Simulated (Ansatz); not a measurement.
Al₂Pt: several calculations on one system

Part 1: Relaxation

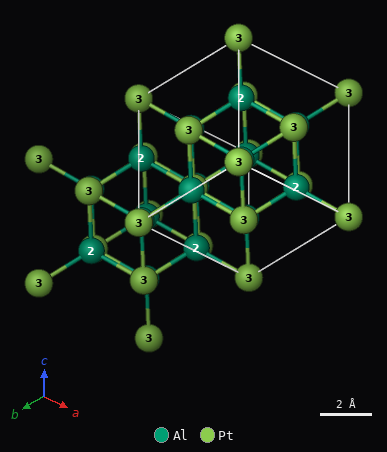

This is the input geometry for a relaxation of solid Al$_{2}$Pt (set up in Fm-3m). The picture is a ball-and-stick view of the conventional cell (4 times the calculation's cell), repeated 1 × 2 × 1 with one cell outlined, seen from a free direction. Lengths and directions refer to the drawn axes.

The calculation used DFT PBE, scalar-relativistic, plane waves, PAW (Ansatz 0.2.0).

Input file:
```yaml
crystal:
  lattice:
    - [0.0, 2.955, 2.955]
    - [2.955, 0.0, 2.955]
    - [2.955, 2.955, 0.0]
  atoms:
    - { symbol: Al, position: [0.25, 0.25, 0.25] }
    - { symbol: Al, position: [0.75, 0.75, 0.75] }
    - { symbol: Pt, position: [0.0, 0.0, 0.0] }
basis:
  ecutwfc: 420
kpoints:
  mp_grid: { grid: [12, 12, 12] }
hamiltonian:
  xc: pbe
scf:
  occupations: { method: gaussian, width: 0.1 }
output:
  forces: true
  stress: true
  eigenvalues: true
  write_density: true
  write_potential: true
  elf: true
  volumetric_format: npy
relax:
  adjacent_minimum: "off"
  f_tol: 0.005
  max_steps: 80
  cell: { stress_tol: 0.05 }
```

Command:
```bash
ansatz run input.yaml --threads 2 --pin off --max-ram 5120MiB --backend cpu --events-out ev --progress --plain --runs-dir out
```

> What does the optimiser find from here?

The energy falls by 2.4 meV per atom in 2 accepted moves (3 points after the start). All forces vanish by symmetry, so only the cell relaxes. Pressure: 2.47 GPa at the start and −0.02 GPa at the end. The SCF was repeated once at an unchanged geometry on a basis and grid sized afresh for the cell, which shifted the energy by 0.1 meV per atom at most. The atoms keep their places relative to the cell (all moves are under 0.005 Å). Cell: a = b = c 5.910 → 5.946 Å (+0.6 %). Volume +1.9 %. Near-neighbour distances that change, for instance: Al1–Pt3 2.559 → 2.575 Å. The space group stays Fm-3m (No. 225).

History of the run:

```
step  E − E(0), meV/atom  pressure, GPa  volume, Å³/atom                      note
   0                0.00           2.47           17.202                          
   1               -2.05          -0.68           17.612                          
   2               -2.28          -0.02           17.522                          
   3               -2.41          -0.02           17.522  same geometry, new basis
```

Part 2: Scan

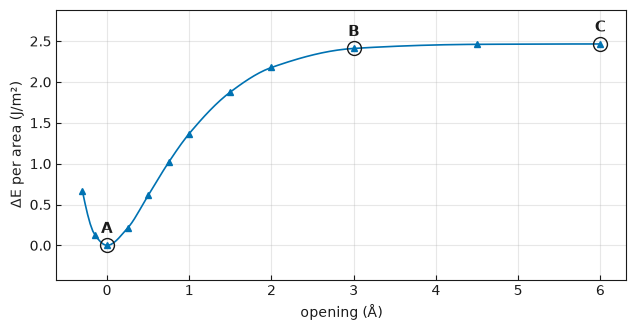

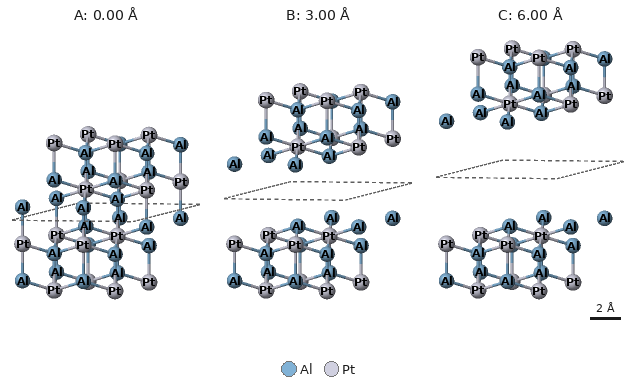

Solid Al2Pt (Fm-3m): the crystal is pulled apart rigidly along the normal of the (1 1 1) plane of the conventional cell, at a cut between a plane of Al below and one of Al above, 1.72 Å apart. One cut stands in each cell, which starts 10.3 Å high; nothing is relaxed, and the dashed outline marks the cut. The lettered frames are marked on the plot. The picture is a ball-and-stick view of the layers on both sides of the cut, seen from the side, nearly along the cut plane.

Theory: Ansatz, DFT PBE, scalar-relativistic, plane waves, PAW. Set-up: plane-wave cutoff 420 eV; k-point mesh 13 × 13 × 5; occupations gaussian; smearing width 0.15 eV; no spin polarisation. Energies (free energies at the smearing named) are counted from the relaxed crystal.

Question: Describe the profile.

Answer: At the widest opening, 6.00 Å, the energy has risen by 2.465 J/m², where the curve has levelled off: this is the ideal work of separation, the sum of the two unrelaxed surface energies of a slab 10.3 Å thick. The steepest rise lies between 0.50 Å and 0.75 Å, with a mean traction of about 16 GPa. Pressing the cut together by 0.30 Å costs 0.668 J/m².

The computed points:

```tsv
opening (Å)	ΔE per area (J/m²)
−0.30	0.668
−0.15	0.132
0.00	0.000
0.25	0.212
0.50	0.611
0.75	1.018
1.00	1.369
1.50	1.877
2.00	2.177
3.00	2.410
4.50	2.460
6.00	2.465
```

Part 3: Scan

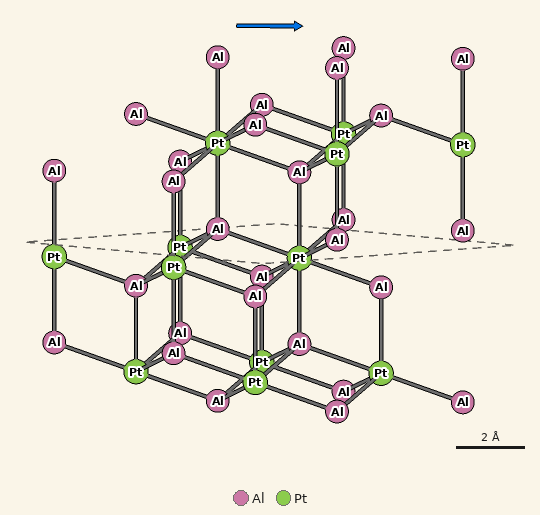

Energy scan for crystalline Al2Pt (Fm-3m), in which the crystal above a cut along the (1 1 1) plane of the conventional cell (between a plane of Pt below and one of Al above, 0.86 Å apart) is slid rigidly by fractions of an in-plane lattice vector 7.28 Å long (a generalised stacking fault). One cut stands in each cell, which starts 10.3 Å high; nothing is relaxed, and the dashed outline marks the cut, the arrow on top the direction of slip. The picture shows the perfect crystal around the cut (dashed). A ball-and-stick model of the layers on both sides of the cut, seen from the side, nearly along the cut plane.

The calculation used DFT PBE, scalar-relativistic, plane waves, PAW in Ansatz 0.2.0. Set-up: plane-wave cutoff 420 eV; k-point mesh 13 × 13 × 5; occupations gaussian; smearing width 0.15 eV; no spin polarisation. Energies (free energies at the smearing named) are counted from the relaxed crystal.

```xyz
9
Lattice="2.9732 -2.9732 0.0000 2.9732 0.0000 -2.9732 5.9464 5.9464 5.9464" Properties=species:S:1:pos:R:3 pbc="T T T"
Al    7.4330    1.4866    1.4866
Al    4.4598    1.4866   -1.4866
Al    7.4330    4.4598    4.4598
Al    4.4598   -1.4866   -1.4866
Al    4.4598    4.4598    4.4598
Al    4.4598    1.4866    1.4866
Pt    0.0000    0.0000    0.0000
Pt    5.9464    2.9732    2.9732
Pt    5.9464    0.0000    0.0000
```

Q: Give the energy at each point (the slip: 0.000, 0.083, 0.167, 0.500, 0.583, 0.667, 0.750, 0.833, 0.917, 1.000).

A:
| slip (fraction of the lattice vector) | γ (mJ/m²) |
| --- | --- |
| 0.000 | 0 |
| 0.083 | 1900 |
| 0.167 | 17845 |
| 0.500 | 19537 |
| 0.583 | 6862 |
| 0.667 | 7066 |
| 0.750 | 5601 |
| 0.833 | 2855 |
| 0.917 | 805 |
| 1.000 | 0 |

Points that are alike by symmetry were computed once.

The curve starts and ends at zero, since a full lattice vector restores the crystal. Its highest computed point is 19537 mJ/m² at slip 0.50. The points are too sparse to place its extrema closely. Relaxation across the fault would lower the values.

The computed profile (hollow markers are points alike by symmetry):

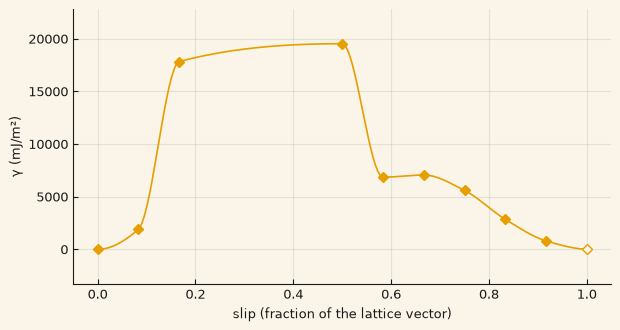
